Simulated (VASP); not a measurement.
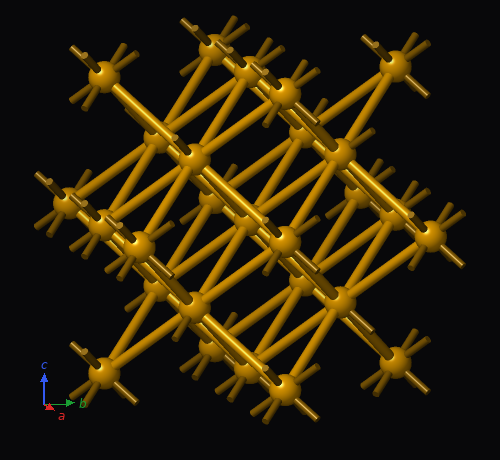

A cut-out of a periodic net derived from a crystal structure. Nodes are coloured by topological kind. Edges to nodes outside the piece are drawn as stubs.

Q: What net is this?

A: A uninodal 8-connected, three-periodic net. It is the bcu net, known from CsCl and the body-centred cubic metals.

Q: Give point symbol and coordination sequence.

A: 4^24.6^4, sequence 8, 26, 56, 98, 152, 218.

The net was derived as follows. System InPd (space group Pm-3m, No. 221); source of the atomic positions: the geometry relaxed with VASP 6.6.1, VASP Kohn-Sham DFT of a periodic cell, vdW-DF, VASP PAW PBE potentials, recommended. Bonds are taken as In–Pd below 3.3 Å; no other contact counts. Simplification: prune 0- and 1-connected atoms, fold 2-connected ones into links. In and Pd are 8-connected nodes.
